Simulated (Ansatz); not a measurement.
System: MoS2, space group R3m, 3 atoms in the primitive cell. Cell and atoms are relaxed at each pressure; at 0 GPa, a = 3.143 Å, c = 18.838 Å (hexagonal axes). Ansatz; PBEsol, Ansatz PAW, no spin polarisation, no spin-orbit coupling, 10×10×10 k mesh, 420 eV cutoff, Fermi-Dirac smearing of 0.05 eV.

At 0 GPa the lowest conduction levels at the points plotted lie 1.76 eV (F), 1.79 eV (L), 2.22 eV (Γ) and 1.02 eV (the mesh minimum) above the valence top at Z.

How does each level move from 0 GPa to 10 GPa?

F falls by 0.40 eV, L falls by 0.31 eV, Γ falls by 0.66 eV and the mesh minimum falls by 0.78 eV. Straight lines through the points have slopes of −62 at Γ and −74 at the mesh minimum (meV per GPa). The points bend away from straight lines by up to 0.10 eV, so these are means over the range. No slope is given for F and L, where the curve bends too much.

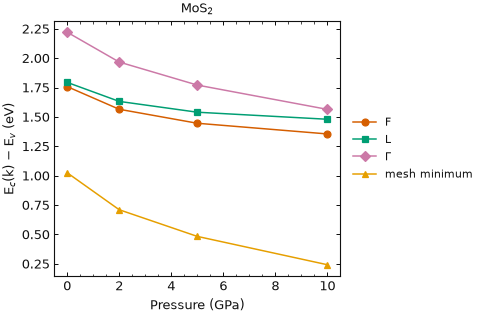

Lowest conduction level at each named k point, counted from the valence-band top at Z, and the lowest one over the whole k mesh (the mesh minimum, which lies off these points). In reduced coordinates of the cell that was run, F is (0.5, 0.5, 0), L is (0.5, 0, 0) and Z is (0.5, 0.5, 0.5).

```
pressure  F (eV)  L (eV)  Γ (eV)  mesh minimum (eV)  volume (Å³/atom)
   0 GPa    1.76    1.79    2.22               1.02             17.91
   2 GPa    1.57    1.63    1.97               0.71             16.83
   5 GPa    1.45    1.54    1.77               0.48             16.07
  10 GPa    1.35    1.48    1.56               0.24             15.28
```

Spin-orbit coupling is left out, which matters for Mo. The PAW data sets were made with another functional. LDA, GGA and most meta-GGA functionals understate gaps.
